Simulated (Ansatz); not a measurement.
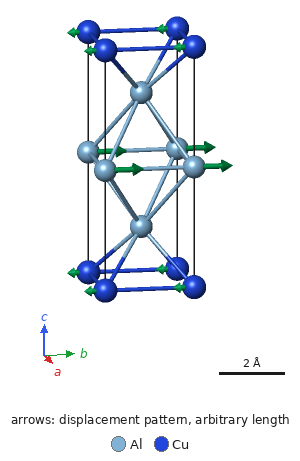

Phonons of a crystal of Al3Cu, space group P4/mmm (No. 123), at the zone centre. The optical levels lie at 97 (×2), 168 (×2), 197, 206 (×2), 251, 295 cm⁻¹. One mode is drawn. The green arrows give the relative displacements of the atoms. A ball-and-stick model of the cell of the calculation, seen slightly off an axis.

Level of theory: DFT PBEsol, scalar-relativistic, plane waves, PAW (Ansatz 0.2.0). (plane-wave cutoff 420 eV; k-point mesh 16 × 16 × 6; occupations fermi dirac; smearing width 0.15 eV; no spin polarisation)

The frequencies depend somewhat on the k-mesh and the smearing.

**To which level does it belong?**

The level at 97 cm⁻¹. This is the E_u mode (doubly degenerate; one member of the set is drawn), the lowest optical level, infrared-active by symmetry. The Al (2h) atoms hardly move; the Al (1b) sublattice moves against the Cu sublattice, along b; the kinetic energy is shared as Al 72 %, Cu 28 %. The crystal is a metal, so free carriers screen the infrared response.
